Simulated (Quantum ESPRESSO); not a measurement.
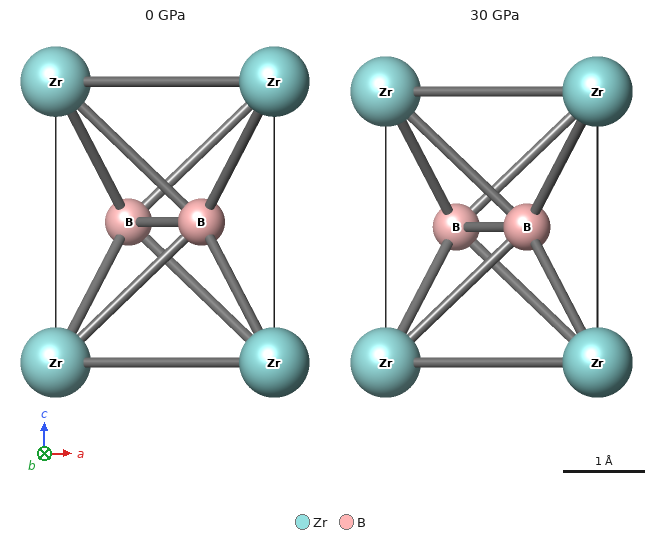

Solid ZrB2 (set up in P6/mmm), relaxed (cell and atoms) at several target pressures. The picture shows the first and the last member. The picture is a ball-and-stick view of the cell of the calculation, seen along the b axis.

Computed with Quantum ESPRESSO 7.5: PBEsol, GBRV 1.5 PBEsol. Set-up: plane-wave cutoff 707.5 eV; k-point mesh 10 × 10 × 8; occupations fermi-dirac; smearing width 0.05 eV; no spin polarisation.

```csv
pressure (GPa),volume (Å³/atom),a (Å),c (Å)
0,10.075,3.154,3.509
2,?,?,?
5,9.882,3.134,3.484
10,9.706,3.117,3.462
20,9.394,3.084,3.421
30,9.124,3.056,3.385
```

Estimate the missing row from the others, and compare with the calculation.

Murnaghan's form V = V₀(1 + B′P/B₀)^(−1/B′), with V₀ = 10.075 Å³ from the row at zero pressure, fits the other rows with B₀ = 250 GPa and B′ = 3.77 (largest miss 0.001 Å³). At 2 GPa it gives 10.075 × (1 + 3.77 × 2/250)^(−1/3.77) = 9.996 Å³ per atom. The calculation gives 9.996 Å³/atom (a = 3.146 Å, c = 3.499 Å). The estimate is right to the digits shown. From the first member to the last: Zr–Zr 3.509 → 3.385 Å, Zr–Zr 3.154 → 3.056 Å, B–Zr 2.529 → 2.445 Å.

The whole series:

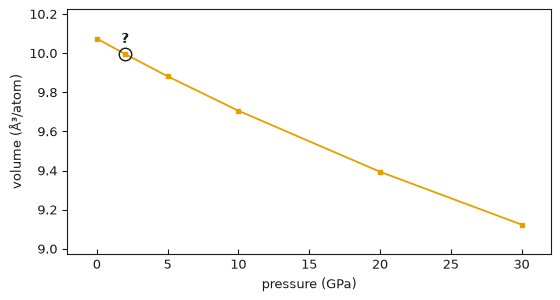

Each member starts from this one structure; whether another phase lies lower wasn't checked.
